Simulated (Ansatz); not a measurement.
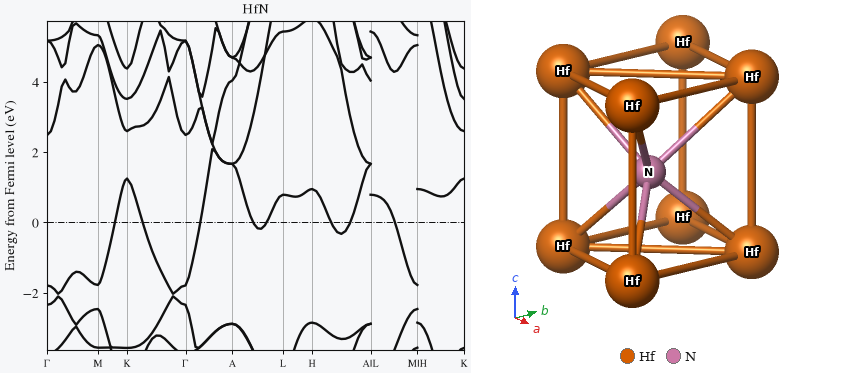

Band structure, beside the structure. Energies are counted from the Fermi level.

The material is HfN, space group P-6m2, 2 atoms in the cell, WC type; a = 3.09 Å, b = 3.09 Å, c = 2.89 Å, α = 90.00°, β = 90.00°, γ = 120.00°.

Computed with Ansatz 0.2.0: DFT r2SCAN, scalar-relativistic, plane waves, PAW, no spin polarisation, 12×12×12 k mesh, 500 eV cutoff.

**Metal, semiconductor or insulator?**

A metal: 1 band crosses the Fermi level along this path.

**Which levels at M lie nearest to the Fermi level?**

At M the nearest levels lie 1.78 eV below and 5.04 eV above the Fermi level.

The structure was built from a prototype or by substitution, so it need not be a known phase. The electron count is odd and the run has no spin polarisation, so a magnetic state may lie lower. Spin-orbit coupling is left out, which matters for Hf.
